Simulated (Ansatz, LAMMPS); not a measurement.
# Forces and charges in glassy 68SiO2-14MgO-11ZnO-7BaO (mol %) (75 atoms), part 2 of 2

What does DFT give for glassy 68SiO2-14MgO-11ZnO-7BaO (mol %) (75 atoms) as built?

Ansatz 0.2.0; Kohn-Sham DFT, LDA, PAW (set soft_2), plane waves.

The cell: 19 Si, 4 Mg, 3 Zn, 2 Ba and 47 O. The quench rate of 25 K/ps far exceeds what a furnace or splat quench reaches. The starting topology of bonds comes from the classical model. The Brillouin zone is sampled at Γ only, in a cell whose shortest periodic width is 10 Å. No spin–orbit coupling is included.

So far: Starting point; How the cell was made; Plane-wave single point.

## 3. Plane-wave single point (continued)

Density of states as counts of states in windows of 1 eV (from the Fermi level), total and the larger projections:

| from (eV) | to (eV) | total | O p | Si p | Zn d | O s |
| --- | --- | --- | --- | --- | --- | --- |
| -18 | -17 | 10.5 | 0.2 | 1.3 | 0.0 | 8.5 |
| -17 | -16 | 0.4 | 0.0 | 0.0 | 0.0 | 0.4 |
| -16 | -14 | 0.0 | 0.0 | 0.0 | 0.0 | 0.0 |
| -14 | -13 | 6.0 | 0.1 | 0.0 | 0.0 | 0.0 |
| -13 | -12 | 7.1 | 1.5 | 0.1 | 0.0 | 0.1 |
| -12 | -11 | 7.1 | 4.1 | 0.4 | 0.0 | 0.3 |
| -11 | -10 | 9.5 | 6.4 | 0.8 | 0.0 | 0.5 |
| -10 | -9 | 14.0 | 10.1 | 1.8 | 0.1 | 0.5 |
| -9 | -8 | 19.5 | 14.6 | 3.6 | 0.3 | 0.3 |
| -8 | -7 | 23.3 | 14.3 | 2.6 | 5.2 | 0.3 |
| -7 | -6 | 40.5 | 21.9 | 2.4 | 13.5 | 1.1 |
| -6 | -5 | 55.6 | 42.7 | 2.9 | 6.5 | 1.6 |
| -5 | -4 | 49.0 | 43.3 | 1.5 | 1.9 | 0.8 |
| -4 | -3 | 46.2 | 42.9 | 0.9 | 0.9 | 0.4 |
| -3 | -2 | 35.3 | 32.5 | 0.7 | 1.0 | 0.2 |
| -2 | -1 | 11.0 | 10.2 | 0.1 | 0.3 | 0.1 |
| -1 | 1 | 0.0 | 0.0 | 0.0 | 0.0 | 0.0 |
| 1 | 2 | 2.0 | 0.1 | 0.0 | 0.0 | 0.4 |
| 2 | 3 | 4.5 | 0.5 | 0.3 | 0.0 | 0.3 |
| 3 | 4 | 11.5 | 0.8 | 1.3 | 0.0 | 0.8 |
| 4 | 5 | 19.3 | 1.4 | 3.7 | 0.0 | 2.0 |

The curve was stored every 0.10 eV, coarse against its broadening of 0.08 eV, so these counts are rough.

Between -26 and -18 eV lie 83 more states.

About 36 of the 454 electrons lie in deeper levels, below the stored range.

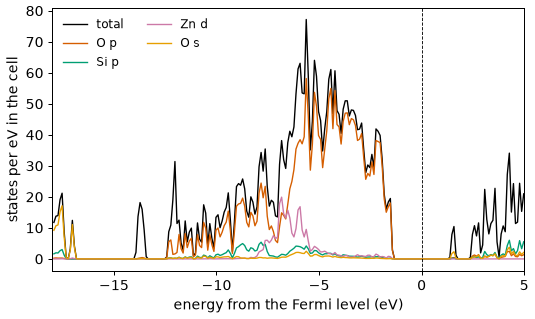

Total and projected density of states, with the broadening of the input.

The levels nearest the highest filled one (over half full), pooled over k-points and spins:

| level less the highest filled one (eV) | occupation |
| --- | --- |
| -0.433 | 2 |
| -0.402 | 2 |
| -0.302 | 2 |
| -0.203 | 2 |
| -0.0523 | 2 |
| 0 | 2 |
| 3.08 | 0 |
| 4.08 | 0 |
| 4.29 | 0 |
| 4.62 | 0 |
| 4.66 | 0 |
| 4.88 | 0 |

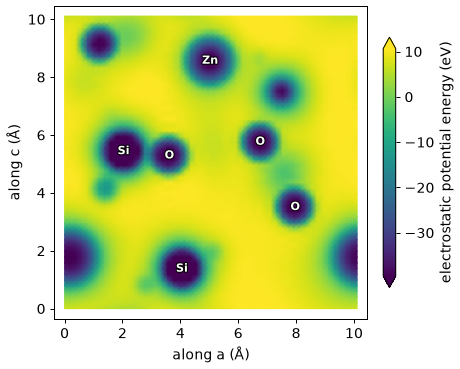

Electrostatic potential energy in the ac plane at fractional y = 0.851, with atoms of Si and Zn and O within 0.2 Å of it. With pseudopotentials it is smooth inside the atoms' cores, unlike the true potential. The map starts off the cell's origin, so that atoms lie inside it.

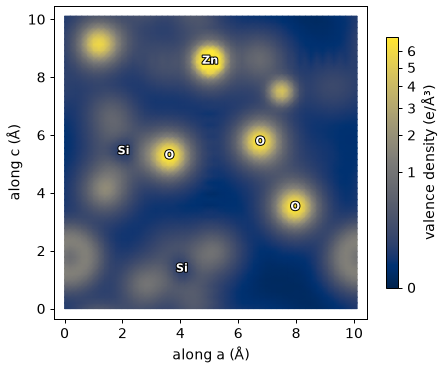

Valence density in the ac plane at fractional y = 0.851, with atoms of Si and Zn and O within 0.2 Å of it. It is the smooth field of the valence electrons, not physical close to the nuclei. The map starts off the cell's origin, so that atoms lie inside it. The colour scale is stretched toward low values.

Mean Löwdin charges: Ba +1.83, Mg +1.61, O -0.87, Si +1.69, Zn +1.47 e (they miss 1.3 % of the electrons, so they add up to more than the cell's charge).

## 4. Structure statistics

These statistics describe the geometry on which the runs were made.

Density 2.98 g/cm³, 13.77 Å³ an atom.

Pair distribution functions g(r), in bins of 0.2 Å:

| r (Å) | total | O-O | O-Si | O-Mg | O-Zn | O-Ba | Si-Si |
| --- | --- | --- | --- | --- | --- | --- | --- |
| 1.50 | 1.25 | 0.00 | 3.94 | 0.00 | 0.00 | 0.00 | 0.00 |
| 1.70 | 3.00 | 0.00 | 9.41 | 0.00 | 0.00 | 0.00 | 0.00 |
| 1.90 | 0.50 | 0.00 | 0.00 | 4.01 | 4.64 | 0.00 | 0.00 |
| 2.10 | 0.37 | 0.00 | 0.00 | 2.57 | 4.04 | 0.00 | 0.00 |
| 2.30 | 0.09 | 0.00 | 0.00 | 1.32 | 0.00 | 0.00 | 0.00 |
| 2.50 | 0.83 | 2.05 | 0.00 | 0.37 | 0.00 | 0.00 | 0.00 |
| 2.70 | 1.79 | 4.08 | 0.00 | 0.59 | 0.41 | 2.33 | 0.00 |
| 2.90 | 0.40 | 0.57 | 0.00 | 0.26 | 0.33 | 1.57 | 0.78 |
| 3.10 | 1.01 | 0.77 | 0.38 | 0.47 | 0.00 | 2.25 | 5.33 |
| 3.30 | 0.87 | 0.88 | 0.54 | 0.40 | 1.06 | 1.65 | 0.87 |
| 3.50 | 0.83 | 0.82 | 0.67 | 1.08 | 0.69 | 0.69 | 0.00 |
| 3.70 | 1.04 | 0.79 | 1.37 | 1.44 | 1.49 | 0.64 | 0.00 |
| 3.90 | 1.04 | 0.54 | 2.02 | 0.42 | 1.52 | 0.88 | 0.16 |
| 4.10 | 1.24 | 0.68 | 2.08 | 1.96 | 0.69 | 0.00 | 0.94 |
| 4.30 | 1.15 | 0.73 | 1.53 | 1.17 | 1.70 | 0.93 | 1.46 |
| 4.50 | 1.06 | 0.86 | 0.93 | 1.94 | 1.43 | 1.92 | 1.36 |
| 4.70 | 0.98 | 1.09 | 0.73 | 0.98 | 1.20 | 1.79 | 1.03 |
| 4.90 | 1.08 | 1.36 | 0.91 | 0.82 | 0.61 | 1.46 | 0.76 |

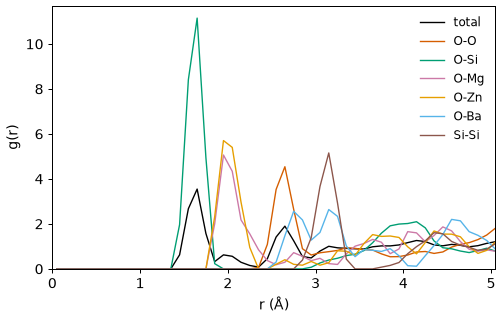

Pair distribution functions, lightly smoothed.

A closer look about Ba28, one of the 2 Ba atoms: 11 atoms, nearest first, numbered in the order of the input, with positions taken from that point.

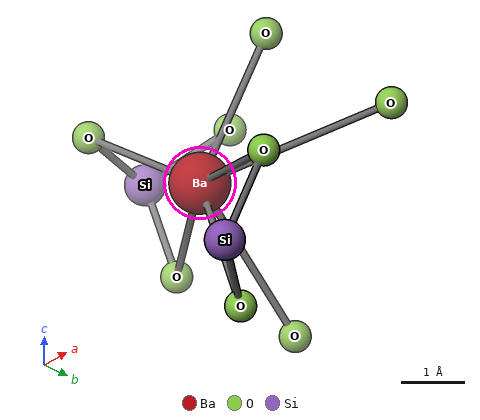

The atoms of the table, within 3.6 Å (arrows a, b, c point along x, y, z); some may hide others; the central atom is ringed.

| atom | x | y | z | distance (Å) | Löwdin charge (e) | Fx | Fy | Fz (eV/Å) |
| --- | --- | --- | --- | --- | --- | --- | --- | --- |
| Ba28 | 0.00 | 0.00 | 0.00 | 0.00 | 1.86 | 0.42 | 0.42 | 0.45 |
| O31 | 1.24 | 0.27 | 2.35 | 2.67 | -1.04 | -0.41 | 0.81 | -1.74 |
| O55 | -2.31 | -0.22 | 1.73 | 2.90 | -0.84 | 1.01 | -0.43 | -0.77 |
| O44 | 1.03 | -0.09 | -2.74 | 2.92 | -0.84 | -0.29 | 0.17 | 0.72 |
| O43 | 2.61 | -1.12 | -0.95 | 3.00 | -0.82 | -0.85 | -0.34 | 0.83 |
| O52 | -0.63 | 2.73 | -1.45 | 3.15 | -0.81 | 0.18 | -0.62 | 0.29 |
| O72 | -2.52 | 1.94 | 0.13 | 3.18 | -0.79 | 0.35 | -0.64 | -0.58 |
| Si1 | -2.68 | 1.39 | 1.66 | 3.44 | 1.65 | 0.39 | 0.45 | 0.75 |
| Si18 | 2.00 | -1.40 | -2.47 | 3.47 | 1.66 | 0.10 | 1.48 | -0.27 |
| O75 | 3.35 | 1.00 | 0.48 | 3.53 | -1.01 | -0.81 | 1.47 | 1.41 |
| O58 | -1.47 | 2.10 | 2.47 | 3.56 | -0.79 | 0.71 | -0.75 | -0.35 |

## 5. Results

```yaml
free_energy_per_atom: -888.6104 eV/atom
pressure: -3.521 GPa
r_m_s_force_component: 0.7695 eV/Å
spacing_of_highest_filled_and_lowest_empty_level: 3.076 eV
wall_time_of_the_1_dft_run: 6.9 s
```

What this shows: The highest filled and lowest empty levels differ by 3.08 eV (at Γ alone); a local or semilocal functional tends to put such gaps too low. In a disordered cell it changes from sample to sample, and tail or defect levels can set it.

**Limits.** The geometry was minimised with a classical potential after classical dynamics and isn't relaxed at this level: its force components are 0.77 eV/Å r.m.s. The pressure of -3.5 GPa belongs to a cell and atoms that aren't relaxed at this level.

[Logs are printed without paths, hosts, clocks, repeated set-up lines and the standing remarks that a program may print on its own settings, such as how far it seeks lower states.]

[Hosts, paths, dates, database ids (printed as entryN), source tags and the programs' standing remarks are cut or masked in the printed files.]
